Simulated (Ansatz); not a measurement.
System: a slab cut from Ge (slab content Ge₈), space group Fd-3m (No. 227).

The given structure:
```
CELL_PARAMETERS angstrom
0.00000 2.81070 2.81070
2.81070 0.00000 2.81070
2.81070 2.81070 0.00000
ATOMIC_POSITIONS crystal
Ge 0.00000 0.00000 0.00000
Ge 0.25000 0.25000 0.25000
```

One of the inputs:
```
crystal:
  lattice:
    - [3.9749643228, 0.0, 0.0]
    - [-1.9874821614, 3.4424200827, 0.0]
    - [0.0, 0.0, 25.5480205315]
  atoms:
    - { symbol: Ge, position: [0.0, 0.0, 0.2935648181] }
    - { symbol: Ge, position: [0.6666666667, 0.3333333333, 0.3253240768] }
    - { symbol: Ge, position: [0.6666666667, 0.3333333333, 0.4206018531] }
    - { symbol: Ge, position: [0.3333333333, 0.6666666667, 0.4523611119] }
    - { symbol: Ge, position: [0.3333333333, 0.6666666667, 0.5476388881] }
    - { symbol: Ge, position: [0.0, 0.0, 0.5793981469] }
    - { symbol: Ge, position: [0.0, 0.0, 0.6746759232] }
    - { symbol: Ge, position: [0.6666666667, 0.3333333333, 0.7064351819] }
basis:
  ecutwfc: 420
kpoints:
  mp_grid: { grid: [9, 9, 1] }
hamiltonian:
  xc: lda
scf:
  occupations: { method: gaussian, width: 0.1 }
output:
  forces: true
  eigenvalues: true
  write_density: true
  write_potential: true
  elf: true
  volumetric_format: npy
relax:
  adjacent_minimum: "off"
  f_tol: 0.02
  max_steps: 60
efield:
  axis: 3
  dipole_correction: true
  ramp_width: 0.04
```

Launched with:
```bash
ansatz run input.yaml --threads 4 --pin off --max-ram 8192MiB --backend cpu --events-out ev --progress --plain --runs-dir out
```

How it was computed, with Ansatz 0.2.0: spacing and rumpling of the atomic planes of a slab cut from the relaxed bulk cell along the Miller plane (conventional indices), bottom to top, after all atoms relax, plane waves with PAW datasets, Γ-centred k mesh. Level: LDA, no spin polarisation.

space group in which the indices count 227; Miller index h 1; Miller index k 1; Miller index l 1; top plane Ge; bottom plane Ge; planes 8; surface cell (1, 1); slab thickness as cut 10.55 Å; vacuum 15 Å; surface area 13.68 Å²; surface a 3.975 Å; surface b 3.975 Å; surface angle 120 °; slab atoms 8; wave cutoff 420 eV; k mesh 9×9×1; occupations Gaussian; smearing width 0.1 eV; boundary dipole corrected.

Describe the result: the spacing change of each pair of planes. The cases: 1–2; 2–3; 3–4; 4–5; 5–6; 6–7; 7–8.

The least value, −0.046 Å, is that of 1–2 and 7–8, and the largest, 0.057 Å, that of 2–3 and 6–7.

```tsv
pair of planes	spacing change (Å)	spacing to next (Å)
1–2	-0.046	0.765
2–3	0.057	2.491
3–4	-0.003	0.808
4–5	0.028	2.463
5–6	-0.003	0.808
6–7	0.057	2.491
7–8	-0.046	0.765
```

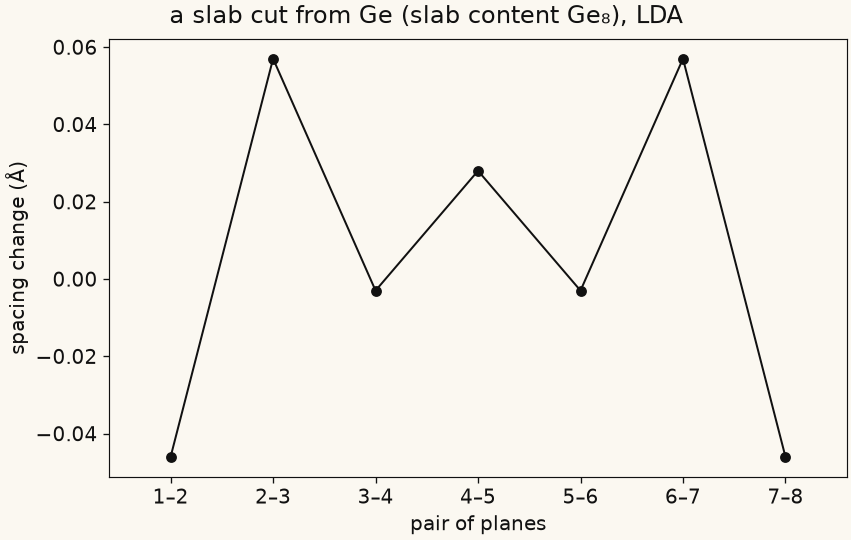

Keep in mind: bands touch, and spin-orbit coupling could open a gap; k mesh lowers the symmetry; xc potential rough in thin density.
